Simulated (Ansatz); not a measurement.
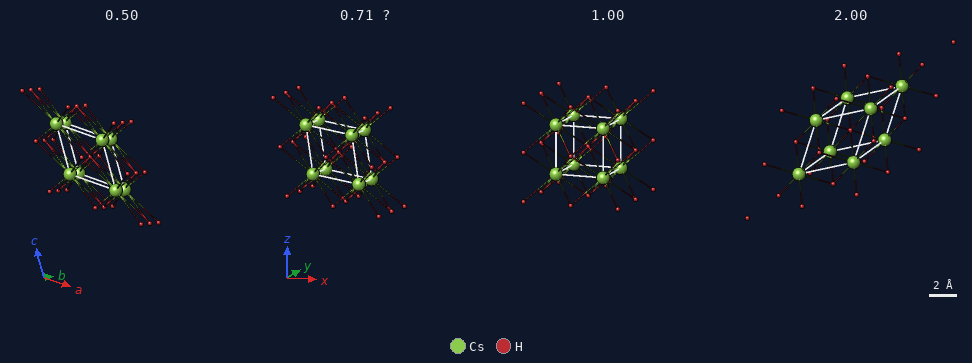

A scan of crystalline CsH (Pm-3m): the ratio of the cell's length along [111] to its lengths across, counted as 1 for the reference, is changed at fixed volume (a trigonal path), with the atoms kept at their fractional coordinates. x, y and z are the Cartesian axes of the input. Style: ball-and-stick. Shown: the cell of the calculation, slightly off an axis.

Level of theory: DFT LDA, scalar-relativistic, plane waves, PAW in Ansatz. (plane-wave cutoff 420 eV; k-point mesh 8 × 8 × 8; occupations gaussian; smearing width 0.05 eV; no spin polarisation). Energies (free energies at the smearing named) are counted from the cell as listed in its source, which wasn't relaxed.

```json
{"axial ratio over its reference value": "0.50", "energy change (meV/atom)": "1160"}
{"axial ratio over its reference value": "0.60", "energy change (meV/atom)": "487"}
{"axial ratio over its reference value": "0.71", "energy change (meV/atom)": "?"}
{"axial ratio over its reference value": "0.85", "energy change (meV/atom)": "23"}
{"axial ratio over its reference value": "0.93", "energy change (meV/atom)": "4"}
{"axial ratio over its reference value": "1.00", "energy change (meV/atom)": "0"}
{"axial ratio over its reference value": "1.08", "energy change (meV/atom)": "2"}
{"axial ratio over its reference value": "1.20", "energy change (meV/atom)": "9"}
{"axial ratio over its reference value": "1.41", "energy change (meV/atom)": "13"}
{"axial ratio over its reference value": "1.70", "energy change (meV/atom)": "0"}
{"axial ratio over its reference value": "2.00", "energy change (meV/atom)": "−10"}
```

**Fill in the missing row.**

A straight line between the two neighbours gives 283 meV/atom. A cubic through the four nearest rows (0.50, 0.60, 0.85, 0.93) gives, with Lagrange weights, (−0.2251)(1160) + (0.7840)(487) + (0.7260)(23) + (−0.2849)(4) = 136 meV/atom. The calculation gives 154 meV/atom, so the cubic is 18 meV/atom too low and the straight line 129 meV/atom too high, as the curve bends upwards here.

The whole profile:

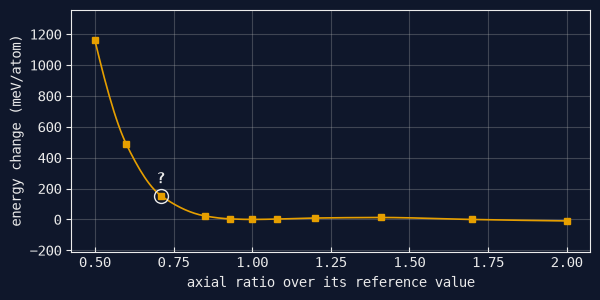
